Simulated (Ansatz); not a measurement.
Se: single-point calculation

Se (Im-3m, 1 atom in the cell), computed with DFT PBE, scalar-relativistic, plane waves, PAW, no spin polarisation (Ansatz 0.2.0).

The structure derives from a Materials Project entry. Figures and captions count atoms from 1; the log counts them from 0 in places.

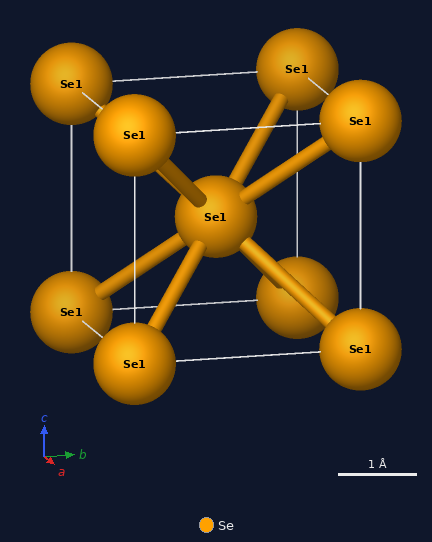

Figure 1. The input geometry (ball-and-stick view of the cell 2 times as large as that of the calculation, set on its symmetry axes, seen slightly off an axis; atoms are numbered from 1 in the order of the input).

**Input**
```yaml
crystal:
  lattice:
    - [-1.5120725749, 1.5120725749, 1.5120725749]
    - [1.5120725749, -1.5120725749, 1.5120725749]
    - [1.5120725749, 1.5120725749, -1.5120725749]
  atoms:
    - { symbol: Se, position: [0.0, 0.0, 0.0] }
basis:
  ecutwfc: 420
  ecutrho_ratio: 4
kpoints:
  mp_grid: { grid: [20, 20, 20] }
hamiltonian:
  xc: pbe
scf:
  occupations: { method: gaussian, width: 0.05 }
output:
  forces: true
  stress: true
  eigenvalues: true
```

Run as:
```bash
ansatz run input.yaml --threads 1 --pin off --max-ram 2560MiB --backend cpu --events-out ev --progress --plain --runs-dir out
```

**Output**
```
Engine: ansatz 0.2.0, aarch64-unknown-linux-gnu
Pseudopotentials: kind: paw
Pseudopotential: Se, paw, valence charge 16, recommended cutoff 420 eV (normal), Se.paw.azcp
Functional definition: PBE
  parameter kappa = 0.804
  parameter beta = 0.06672455060314922
  exchange = pbe_x(kappa = kappa, mu = beta*pi^2/3)
  correlation = pbe_c(beta = beta)
Crystal: 1 atoms, lattice volume = 13.829 Å³
Basis set: ecut = 420 eV, 249 PW (Γ), exchange–correlation on 36×36×36 points (8 copies of the dense FFT grid, shifted against one another)
Bands: 12, of which v1, the nominal top of the filled ones, is band 8 counted from 1 (7 counted from 0)
Symmetry: 48 space group operations
Space group: Im-3m (ITA 229), of the structure as read, at distance tolerance 2.4e-5 Å
k-points: 256 of 8000
Non-local potential: Se, projectors of the file, l = 0: 2, l = 1: 2, l = 2: 3, l = 3: 1
PAW form: soft (Blöchl's): semilocal exchange-correlation on the pseudo side does not see the compensation charge
PAW one-centre angular grid: Se, 590 points (default); XC on 64 Gauss nodes
Initial density: superposition of atomic densities (neutral atoms: chi_scale 0, normalization atom), corrected by the library's trained network
Initial wavefunctions: pseudopotential atomic-orbital guess
Functional: x = pbe(κ = 0.804, μ = 0.2195149727645171), c = pbe(β = 0.06672455060314922)
SCF iter   1: F=—  HF=-5467.529375 eV  |F-HF|=—  |Δ(HF+E_count)|=         —  Δρ=3.50e-3  dr2=6.45e-4  ethr=1.77e-3  ⟨swp⟩=5.9  Hψ=18413  notcnv=0
preconditioner: auto → none  [metal: Δε(μ)=0.027 eV  Ē_g=17.933 eV  σ=0.050 eV  W_gap=0.29  n_scr=0 (ndim 8)  ℏωp=24.5 eV  f_vac=0.000  D(μ)=0.84/eV (n_scr^D=12)]
SCF iter   2: F=—  HF=-5467.529427 eV  |F-HF|=—  |Δ(HF+E_count)|=   5.16e-5  Δρ=1.79e-3  dr2=1.73e-4  ethr=4.03e-6  ⟨swp⟩=1.7  Hψ=5802  notcnv=0
SCF iter   3: F=—  HF=-5467.529492 eV  |F-HF|=—  |Δ(HF+E_count)|=   6.55e-5  Δρ=2.86e-4  dr2=8.69e-6  ethr=1.08e-6  ⟨swp⟩=2.0  Hψ=4917  notcnv=0
SCF iter   4: F=—  HF=-5467.529471 eV  |F-HF|=—  |Δ(HF+E_count)|=   2.06e-5  Δρ=7.79e-5  dr2=7.27e-7  ethr=5.43e-8  ⟨swp⟩=2.0  Hψ=5040  notcnv=0
iter 5 did not close the SCF: its close was put off for the readings that it lacked (scf_convergence_deferred on its scf_iter line)
SCF iter   5: F=-5467.529470 eV  HF=-5467.529470 eV  |F-HF|=1.52e-8  |Δ(HF+E_count)|=   1.15e-6  Δρ=1.43e-5  dr2=1.77e-8  ethr=4.54e-9  ⟨swp⟩=2.0  Hψ=5060  notcnv=0
SCF iter   6: F=-5467.529470 eV  HF=-5467.529470 eV  |F-HF|=4.09e-11  |Δ(HF+E_count)|=   7.59e-9  Δρ=6.62e-7  dr2=6.02e-11  ethr=1.11e-10  ⟨swp⟩=3.1  Hψ=11452  notcnv=0
SCF 1 converged in 6 iterations: F = -5467.529470 eV  dr2 = 6.02e-11
  greatest PAW one-centre occupation: 1.000 electrons in one spin orbital (limit 2), on the Se atom at site 0 (counted from 0), in its partial waves of l = 2
```

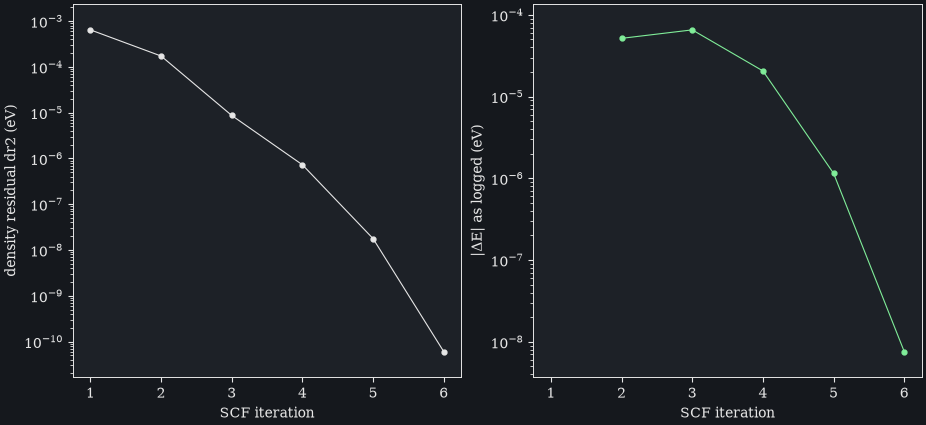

Figure 2. Convergence of the self-consistent field: density residual dr2 and size of the energy change against the SCF iteration. The residual falls at every step.

```
SCF converged after 6 iterations
Free energy (F): -5467.529470 eV
Harris-Foulkes:  -5467.529470 eV  (|F-HF|=4.09e-11)
Internal energy: -5467.528410 eV  (E = F + TS)
E sigma→0 (E₀):  -5467.528940 eV
Entropy (-TS):   -0.001060 eV (-1.060 meV/atom)
Fermi energy:    19.476094 eV
--- Per-component energies (eV) ---
  E_band       = -229.521120
  E_kinetic    = 125.433511
  E_local      = -1647.183891  (includes V_loc(G=0)·N_el)
  E_nonlocal   = -593.751650
  E_hartree    = 885.468513
  E_xc         = -107.519437
  E_vxc        = -102.660829  (∫ρ·V_xc dr)
  E_paw        = -1911.936480  (= ΣΔE_a)
  E_vpaw       = 217.704917  (= ΣTr[D̂ρ^β])
  E_aug_tail   = -0.000616  (compensation charges beyond the density's cutoff)
  E_ewald      = -2218.038361
  E_smearing   = -0.001060  (= −TS)
  E_closure    = -0.000000  (closes the sum)
  Σ components = -5467.529470   (vs F -5467.529470, Δ=0.00e0)
--- Forces (eV/Å), atoms counted from 1 ---
  atom   1  Se     0.00000000    -0.00000000     0.00000000
  max |Σ_I F_I| component: 2.79e-31 eV/Å
--- Stress (GPa, compression-positive) ---
       66.894409      -0.000000       0.000000
        0.000000      66.894409      -0.000000
        0.000000      -0.000000      66.894409
  P = ⅓ Tr σ = 66.8944 GPa (668.944 kbar)
--- Band table (eV; the first three rows and the last of 256) ---
  k-point 0: bands = ["-29.7545", "-29.7545", "-29.7545", "-29.7135", "-29.7135", "-1.0794", "24.9210", "24.9210", "24.9210", "32.9942", "32.9942", "32.9942"]
  k-point 1: bands = ["-29.7548", "-29.7539", "-29.7528", "-29.7138", "-29.7136", "-1.0008", "24.3676", "24.6648", "24.8677", "32.5824", "32.8099", "33.3990"]
  k-point 2: bands = ["-29.7557", "-29.7521", "-29.7477", "-29.7149", "-29.7138", "-0.7652", "22.9444", "24.0222", "24.7118", "31.7058", "31.9816", "34.4885"]
  k-point 255: bands = ["-29.7569", "-29.7569", "-29.6893", "-29.6893", "-29.6893", "10.3663", "14.3954", "14.3954", "14.3954", "21.3684", "21.3684", "47.5733"]
```

**Summary**

```json
{"quantity": "outcome", "value": "converged"}
{"quantity": "space group (tolerance 0.01 Å)", "value": "Im-3m (229)"}
{"quantity": "electrons treated", "value": "16"}
{"quantity": "free energy", "value": "−5467.5295 eV"}
{"quantity": "Fermi energy", "value": "19.476 eV"}
{"quantity": "gap on the k-point mesh", "value": "none (metallic)"}
{"quantity": "pressure", "value": "66.89 GPa"}
{"quantity": "largest force (length of the vector)", "value": "under 0.001 eV/Å"}
{"quantity": "hardware", "value": "1 thread of Arm Neoverse V1, 24 GiB of memory available, shared host"}
{"quantity": "wall time", "value": "2.7 s"}
{"quantity": "peak memory", "value": "0.31 GiB"}
```

The cell is under a pressure of 67 GPa at this level, so it is not at its equilibrium volume.
